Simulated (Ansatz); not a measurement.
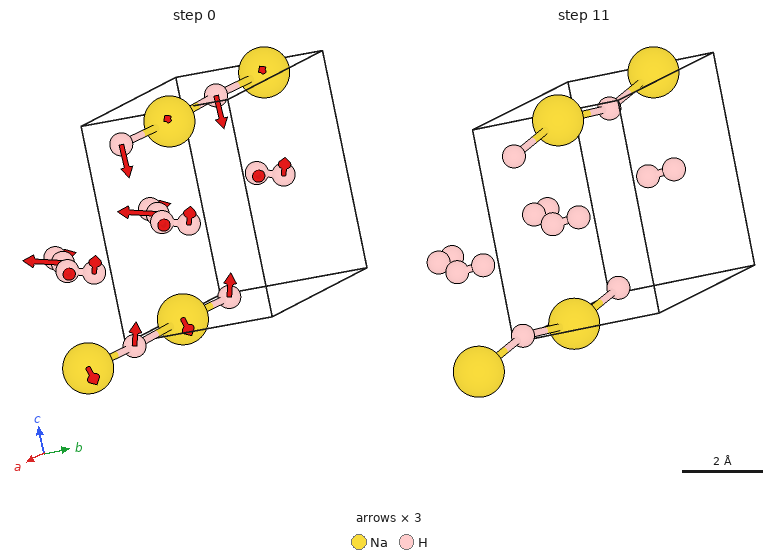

The structure of a crystal of NaH$_{3}$ (a generated structure, set up in P1) (coarse preliminary run) before (left) and after (right) a relaxation, at one scale. The red arrows give the displacements (the part carried along by the change of the cell is left out), magnified 3 times.

Style: ball-and-stick. Shown: the cell of the calculation, reduced to other axes, repeated 2 × 1 × 1 with one cell outlined, from a free direction. Lengths and directions refer to the drawn axes.

The calculation used DFT PBE, scalar-relativistic, plane waves, PAW in Ansatz 0.2.0.

Input file:
```yaml
crystal:
  lattice:
    - [1.5151017807, 0.0302019168, -4.3223799434]
    - [0.050044379, -4.5696273246, 0.0503433338]
    - [-6.3670114648, 2.3534701706, -0.0896131401]
  atoms:
    - { symbol: Na, position: [0.2421899245, 0.2333330797, -0.0147161308] }
    - { symbol: Na, position: [0.7891398423, 0.7323046176, 0.0208819462] }
    - { symbol: H, position: [0.9147159985, 0.0531192526, 0.4886587608] }
    - { symbol: H, position: [0.2452008627, 0.7405815695, -0.0072207282] }
    - { symbol: H, position: [0.570688862, 0.5528249818, 0.5151801279] }
    - { symbol: H, position: [0.4372258204, 0.4566650173, 0.4781921112] }
    - { symbol: H, position: [0.038709872, 0.9473297247, 0.4995193027] }
    - { symbol: H, position: [0.7621288176, 0.2838417569, 0.0195046102] }
basis:
  ecutwfc: 420
kpoints:
  mp_grid: { grid: [4, 4, 4] }
hamiltonian:
  xc: pbe
scf:
  occupations: { method: gaussian, width: 0.1 }
  lower_state_search: "off"
output:
  forces: true
  stress: true
  eigenvalues: true
relax:
  adjacent_minimum: "off"
  f_tol: 0.025
  max_steps: 60
  cell: { stress_tol: 0.25 }
```

Run as
```bash
ansatz run input.yaml --threads 4 --pin off --max-ram 8192MiB --backend cpu --events-out ev --progress --plain --runs-dir out
```

Summarise the run.

Answer. The largest move relative to the cell is that of H3, 0.35 Å roughly along [0 −3 1]. Largest moves by element: H 0.35 Å, Na 0.23 Å. The drawn cell changes as follows: a 4.570 → 4.541 Å (−0.6 %), b 4.580 → 4.543 Å (−0.8 %), c 6.695 → 6.599 Å (−1.4 %), α 72.0° → 70.6°, β 71.3° → 70.8°, γ 89.2° → 90.0°; the volume changes by −4.3 %. Near-neighbour distances that change, for instance: Na2–H8 2.048 → 2.293 Å, Na2–H8 (another image) 2.529 → 2.291 Å, Na1–Na2 3.430 → 3.206 Å, Na2–H4 2.444 → 2.293 Å. Among the angles between lasting bonds that change: Na1–H4–Na1 177.7° → 164.0°, H4–Na1–H4 177.7° → 164.0°, Na1–H8–Na2 96.3° → 89.0°. The space group stays P1 (No. 1). After 8 accepted moves (11 points after the start) the energy has fallen by 0.234 eV per cell of the calculation. The largest force component goes from 3 to 0.017 eV/Å. The pressure goes from 1.21 to 0.00 GPa. The line search rejected the trial steps at points 5, 8 of the run. The SCF was repeated once at an unchanged geometry on a basis and grid sized afresh for the cell, which shifted the energy by 3.0 meV per cell of the calculation at most.
